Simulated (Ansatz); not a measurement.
**SiSe2: geometry relaxation (part 1 of 2)**

System: SiSe2 (6 atoms in the cell).
Method: DFT PBE, scalar-relativistic, plane waves, PAW, no spin polarisation (Ansatz 0.2.0).

The structure derives from an entry of the Crystallography Open Database. It belongs to a series of runs on one base structure; here: volume × 0.980. Figures and captions count atoms from 1; the log counts them from 0 in places.

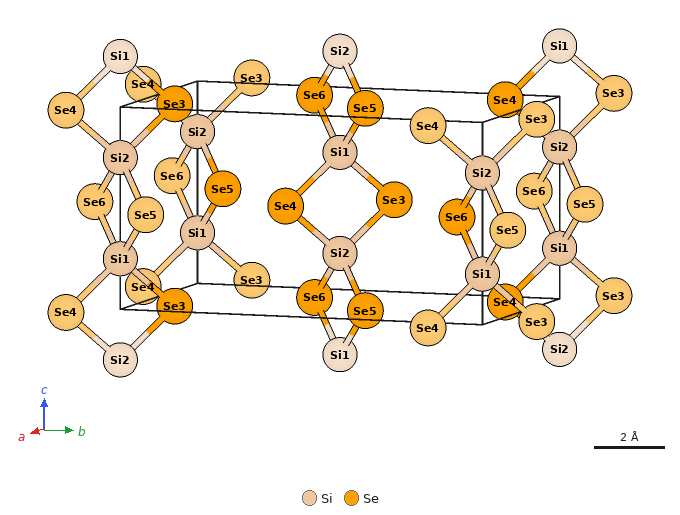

Figure 1. The structure as given in the input (ball-and-stick view of the cell 2 times as large as that of the calculation, set on its symmetry axes, seen slightly off an axis; neighbours outside the cell are drawn fainter; atoms are numbered from 1 in the order of the input). An atom can appear more than once, as a periodic image. Near neighbours in the periodic cell (some may lie outside the picture): Si has 4 Se at 2.29 Å; Se has 2 Si at 2.29 Å.

Results in brief:

| quantity | value |
| --- | --- |
| outcome | converged |
| space group (tolerance 0.01 Å) | Ibam (72) |
| electrons treated | 72 |
| free energy | −23150.6908 eV |
| Fermi energy | 3.378 eV |
| gap on the k-point mesh | 2.25 eV |
| pressure | 0.02 GPa |
| final volume | 218.04 Å³ |
| largest force (length of the vector) at the end | 0.002 eV/Å |
| final cell | a = 7.108 Å, b = 7.108 Å, c = 7.108 Å, α = 124.41°, β = 77.48°, γ = 130.67° |
| hardware | 4 threads of Arm Neoverse V2, 24 GiB of memory available, shared host |
| wall time | 21 s (CPU time 82 s) |
| peak memory | 0.77 GiB |

The input:
```yaml
crystal:
  lattice:
    - [-3.327919342, 5.5587802753, 2.9465561266]
    - [3.327919342, -5.5587802753, 2.9465561266]
    - [3.327919342, 5.5587802753, -2.9465561266]
  atoms:
    - { symbol: Si, position: [0.25, 0.25, 0.0] }
    - { symbol: Si, position: [0.75, 0.75, 0.0] }
    - { symbol: Se, position: [0.1101346453, 0.8124913907, 0.922626036] }
    - { symbol: Se, position: [0.8898653547, 0.1875086093, 0.077373964] }
    - { symbol: Se, position: [0.6101346453, 0.6875086093, 0.2976432546] }
    - { symbol: Se, position: [0.3898653547, 0.3124913907, 0.7023567454] }
basis:
  ecutwfc: 420
  ecutrho_ratio: 4
kpoints:
  mp_grid: { grid: [6, 6, 6] }
hamiltonian:
  xc: pbe
scf:
  occupations: { method: gaussian, width: 0.05 }
output:
  forces: true
  stress: true
  eigenvalues: true
relax:
  f_tol: 0.01
  max_steps: 40
  cell: { stress_tol: 0.1, fix: [volume] }
```

Launch command:
```bash
ansatz run input.yaml --threads 4 --pin off --max-ram 7168MiB --backend cpu --events-out ev --progress --plain --runs-dir out
```

Log:
```
Engine: ansatz 0.2.0, aarch64-unknown-linux-gnu
Pseudopotentials: kind: paw
Pseudopotential: Si, paw, valence charge 4, recommended cutoff 420 eV (normal), Si.paw.azcp
Pseudopotential: Se, paw, valence charge 16, recommended cutoff 420 eV (normal), Se.paw.azcp
Functional definition: PBE
  parameter kappa = 0.804
  parameter beta = 0.06672455060314922
  exchange = pbe_x(kappa = kappa, mu = beta*pi^2/3)
  correlation = pbe_c(beta = beta)
Crystal: 6 atoms, lattice volume = 218.035 Å³
Basis set: ecut = 420 eV, 4229 PW (Γ), exchange–correlation on 96×96×96 points (8 copies of the dense FFT grid, shifted against one another)
Bands: 44, of which v1, the nominal top of the filled ones, is band 36 counted from 1 (35 counted from 0)
Symmetry: 8 space group operations
Space group: Ibam (ITA 72), of the structure as read, at distance tolerance 6.0e-5 Å
k-points: 46 of 216
Non-local potential: Si, projectors of the file, l = 0: 2, l = 1: 2, l = 2: 2
Non-local potential: Se, projectors of the file, l = 0: 2, l = 1: 2, l = 2: 3, l = 3: 1
PAW form: soft (Blöchl's): semilocal exchange-correlation on the pseudo side does not see the compensation charge
PAW one-centre angular grid: Si, 110 points (default); XC on 64 Gauss nodes
PAW one-centre angular grid: Se, 590 points (default); XC on 64 Gauss nodes
Initial density: superposition of atomic densities (neutral atoms: chi_scale 0, normalization atom), corrected by the library's trained network
Initial wavefunctions: pseudopotential atomic-orbital guess
Functional: x = pbe(κ = 0.804, μ = 0.2195149727645171), c = pbe(β = 0.06672455060314922)
SCF iter   1: F=—  HF=-23150.677239 eV  |F-HF|=—  |Δ(HF+E_count)|=         —  Δρ=1.18e-3  dr2=2.90e-3  ethr=1.77e-3  ⟨swp⟩=7.3  Hψ=8628  notcnv=0  defer=3
preconditioner: auto → Resta (q_TF=auto, 2.268 Å⁻¹)  ε∞=3.1  [insulator: Δε(μ)=2.303 eV  Ē_g=9.840 eV  σ=0.050 eV  W_gap=1.00  n_scr=48 (ndim 8)  ℏωp=14.2 eV  f_vac=0.325  D(μ)=0.00/eV (n_scr^D=0)  ε∞_Penn≈3.1]
SCF iter   2: F=—  HF=-23150.678588 eV  |F-HF|=—  |Δ(HF+E_count)|=   1.35e-3  Δρ=5.77e-4  dr2=4.13e-4  ethr=4.03e-6  ⟨swp⟩=2.3  Hψ=3009  notcnv=0  defer=7
SCF iter   3: F=—  HF=-23150.679203 eV  |F-HF|=—  |Δ(HF+E_count)|=   6.15e-4  Δρ=2.06e-4  dr2=7.67e-5  ethr=5.74e-7  ⟨swp⟩=2.0  Hψ=2527  notcnv=0  defer=7
SCF iter   4: F=—  HF=-23150.679300 eV  |F-HF|=—  |Δ(HF+E_count)|=   9.66e-5  Δρ=4.89e-5  dr2=6.81e-6  ethr=1.06e-7  ⟨swp⟩=2.0  Hψ=2591  notcnv=0  defer=7
SCF iter   5: F=—  HF=-23150.679311 eV  |F-HF|=—  |Δ(HF+E_count)|=   1.11e-5  Δρ=1.35e-5  dr2=6.21e-7  ethr=9.45e-9  ⟨swp⟩=3.0  Hψ=3478  notcnv=0  defer=7
SCF iter   6: F=-23150.679312 eV  HF=-23150.679312 eV  |F-HF|=1.81e-7  |Δ(HF+E_count)|=   1.12e-6  Δρ=5.79e-6  dr2=9.40e-8  ethr=1.39e-10  ⟨swp⟩=9.8  Hψ=9350  notcnv=0
SCF 1 converged in 6 iterations: F = -23150.679312 eV  dr2 = 9.40e-8
  greatest PAW one-centre occupation: 1.000 electrons in one spin orbital (limit 2), on the Se atom at site 5 (counted from 0), in its partial waves of l = 2
relax step   1: F+E_penalty+E_count = -23150.67931192 eV  Δ(F+E_penalty+E_count) = +0.000e0 eV  max|allowed force component| = 1.991e-1 eV/Å  Δτ_max = 0.0000 Å  P = +0.855 GPa  Ω = 218.035 Å³  fix = [volume]  reactions: volume +0.855 GPa  (6 SCF iters, dr2 threshold 1.00e-7 eV, accepted)
Initial density: handed on by an earlier stage of this run
Initial wavefunctions: those handed on with the density
iter 1 solved again at ethr=2.86e-6 eV; its pass at ethr=3.10e-3 eV (dr2=2.06e-3 eV) is discarded
SCF iter   1: F=—  HF=-23150.690606 eV  |F-HF|=—  |Δ(HF+E_count)|=         —  Δρ=8.60e-4  dr2=2.14e-3  ethr=2.86e-6  ⟨swp⟩=3.0  Hψ=9505  notcnv=0
preconditioner: auto → Resta (q_TF=auto, 2.268 Å⁻¹)  ε∞=3.1  [insulator: Δε(μ)=2.259 eV  Ē_g=9.763 eV  σ=0.050 eV  W_gap=1.00  n_scr=48 (ndim 8)  ℏωp=14.2 eV  f_vac=0.319  D(μ)=0.00/eV (n_scr^D=0)  ε∞_Penn≈3.1]
SCF iter   2: F=—  HF=-23150.690142 eV  |F-HF|=—  |Δ(HF+E_count)|=   4.64e-4  Δρ=4.09e-4  dr2=3.00e-4  ethr=2.86e-6  ⟨swp⟩=2.0  Hψ=2452  notcnv=0
SCF iter   3: F=—  HF=-23150.690075 eV  |F-HF|=—  |Δ(HF+E_count)|=   6.65e-5  Δρ=1.09e-4  dr2=2.59e-5  ethr=4.16e-7  ⟨swp⟩=2.0  Hψ=2544  notcnv=0
SCF iter   4: F=—  HF=-23150.690077 eV  |F-HF|=—  |Δ(HF+E_count)|=   1.44e-6  Δρ=2.10e-5  dr2=1.41e-6  ethr=3.60e-8  ⟨swp⟩=2.0  Hψ=2703  notcnv=0
SCF iter   5: F=-23150.690078 eV  HF=-23150.690078 eV  |F-HF|=8.30e-8  |Δ(HF+E_count)|=   1.16e-6  Δρ=5.76e-6  dr2=1.01e-7  ethr=8.33e-10  ⟨swp⟩=6.1  Hψ=8607  notcnv=0
SCF 2 converged in 5 iterations: F = -23150.690078 eV  dr2 = 1.01e-7
relax step   2: F+E_penalty+E_count = -23150.69007786 eV  Δ(F+E_penalty+E_count) = -1.077e-2 eV  max|allowed force component| = 1.952e-2 eV/Å  Δτ_max = 0.0156 Å  P = +0.162 GPa  Ω = 218.035 Å³  energy of the carried Pulay correction = -1.926e-18 eV  fix = [volume]  reactions: volume +0.162 GPa  (5 SCF iters, dr2 threshold 6.00e-7 eV, accepted)
Basis set: ecut = 420 eV, 4241 PW (Γ), exchange–correlation on 96×96×96 points (8 copies of the dense FFT grid, shifted against one another)
iter 1 solved again at ethr=1.35e-7 eV; its pass at ethr=3.10e-3 eV (dr2=9.75e-5 eV) is discarded
SCF iter   1: F=—  HF=-23150.690818 eV  |F-HF|=—  |Δ(HF+E_count)|=         —  Δρ=2.22e-4  dr2=1.45e-4  ethr=1.35e-7  ⟨swp⟩=3.0  Hψ=9278  notcnv=0
preconditioner: auto → Resta (q_TF=auto, 2.268 Å⁻¹)  ε∞=3.1  [insulator: Δε(μ)=2.251 eV  Ē_g=9.747 eV  σ=0.050 eV  W_gap=1.00  n_scr=48 (ndim 8)  ℏωp=14.2 eV  f_vac=0.316  D(μ)=0.00/eV (n_scr^D=0)  ε∞_Penn≈3.1]
SCF iter   2: F=—  HF=-23150.690798 eV  |F-HF|=—  |Δ(HF+E_count)|=   2.02e-5  Δρ=1.19e-4  dr2=2.89e-5  ethr=1.35e-7  ⟨swp⟩=2.0  Hψ=2495  notcnv=0
SCF iter   3: F=—  HF=-23150.690781 eV  |F-HF|=—  |Δ(HF+E_count)|=   1.75e-5  Δρ=2.75e-5  dr2=2.04e-6  ethr=4.02e-8  ⟨swp⟩=2.0  Hψ=2477  notcnv=0
SCF iter   4: F=—  HF=-23150.690781 eV  |F-HF|=—  |Δ(HF+E_count)|=   3.12e-7  Δρ=6.09e-6  dr2=1.17e-7  ethr=2.83e-9  ⟨swp⟩=2.0  Hψ=2576  notcnv=0
SCF iter   5: F=-23150.690781 eV  HF=-23150.690781 eV  |F-HF|=4.73e-9  |Δ(HF+E_count)|=   1.33e-7  Δρ=1.66e-6  dr2=7.87e-9  ethr=9.20e-11  ⟨swp⟩=5.9  Hψ=7627  notcnv=0
SCF 3 converged in 5 iterations: F = -23150.690781 eV  dr2 = 7.87e-9
relax step   3: F+E_penalty+E_count = -23150.69078103 eV  Δ(F+E_penalty+E_count) = -7.032e-4 eV  max|allowed force component| = 1.927e-3 eV/Å  Δτ_max = 0.0020 Å  P = +0.021 GPa  Ω = 218.035 Å³  fix = [volume]  reactions: volume +0.021 GPa  (5 SCF iters, dr2 threshold 6.63e-8 eV, accepted)
Initial wavefunctions: pseudopotential atomic-orbital guess (no wavefunctions were taken with the density)
iter 1 solved again at ethr=1.94e-7 eV; its pass at ethr=3.10e-3 eV (dr2=1.40e-4 eV) is discarded
SCF iter   1: F=—  HF=-23150.685785 eV  |F-HF|=—  |Δ(HF+E_count)|=         —  Δρ=1.52e-4  dr2=1.43e-6  ethr=1.94e-7  ⟨swp⟩=3.0  Hψ=13175  notcnv=0
preconditioner: auto → Resta (q_TF=auto, 2.268 Å⁻¹)  ε∞=3.1  [insulator: Δε(μ)=2.250 eV  Ē_g=9.748 eV  σ=0.050 eV  W_gap=1.00  n_scr=48 (ndim 8)  ℏωp=14.2 eV  f_vac=0.316  D(μ)=0.00/eV (n_scr^D=0)  ε∞_Penn≈3.1]
SCF iter   2: F=—  HF=-23150.689476 eV  |F-HF|=—  |Δ(HF+E_count)|=   3.69e-3  Δρ=7.67e-5  dr2=2.84e-7  ethr=1.99e-9  ⟨swp⟩=2.6  Hψ=2801  notcnv=0
SCF iter   3: F=—  HF=-23150.690716 eV  |F-HF|=—  |Δ(HF+E_count)|=   1.24e-3  Δρ=1.82e-5  dr2=3.70e-8  ethr=3.95e-10  ⟨swp⟩=3.1  Hψ=3212  notcnv=0
SCF iter   4: F=—  HF=-23150.690786 eV  |F-HF|=—  |Δ(HF+E_count)|=   6.95e-5  Δρ=2.10e-6  dr2=4.43e-9  ethr=5.14e-11  ⟨swp⟩=2.0  Hψ=3674  notcnv=0
SCF iter   5: F=—  HF=-23150.690786 eV  |F-HF|=—  |Δ(HF+E_count)|=   8.04e-7  Δρ=4.69e-7  dr2=1.20e-9  ethr=6.16e-12  ⟨swp⟩=2.0  Hψ=3680  notcnv=0
SCF iter   6: F=-23150.690787 eV  HF=-23150.690787 eV  |F-HF|=1.67e-10  |Δ(HF+E_count)|=   1.07e-8  Δρ=1.84e-7  dr2=1.87e-10  ethr=1.00e-12  ⟨swp⟩=3.1  Hψ=7930  notcnv=0
SCF 4 converged in 6 iterations: F = -23150.690787 eV  dr2 = 1.87e-10
  greatest PAW one-centre occupation: 1.000 electrons in one spin orbital (limit 2), on the Se atom at site 3 (counted from 0), in its partial waves of l = 2
relax step   4: F+E_penalty+E_count = -23150.69078650 eV  Δ(F+E_penalty+E_count) = -5.476e-6 eV  max|allowed force component| = 1.926e-3 eV/Å  Δτ_max = 0.0000 Å  P = +0.021 GPa  Ω = 218.035 Å³  fix = [volume]  reactions: volume +0.021 GPa  stress off target by 1.11e-2 GPa on what of the cell is left free  SCF on the basis re-selected at this cell (its energy is not comparable with the rows above)  (6 SCF iters)
```

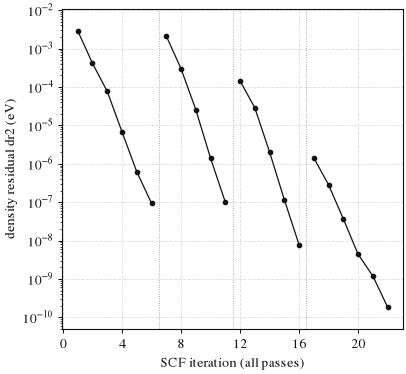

Figure 2. Convergence of the self-consistent field: density residual dr2 against the SCF iteration. The dotted lines part the SCF passes of the relaxation: geometry steps, rejected trials and re-solves on a re-selected basis. The passes take 6, 5, 5 and 6 iterations.

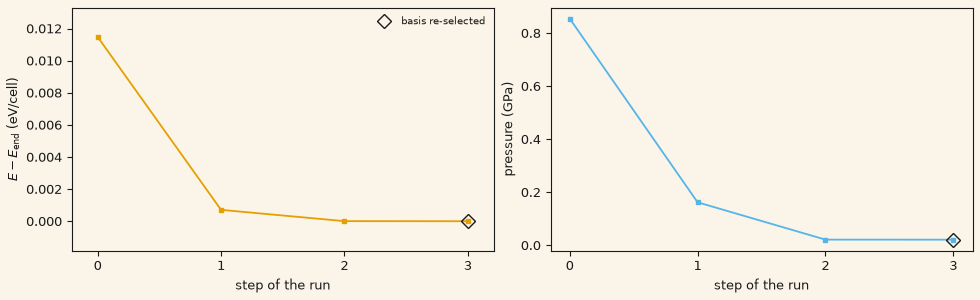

Figure 3. Progress of the relaxation, step by step (the first geometry is step 0 here and step 1 in the log).
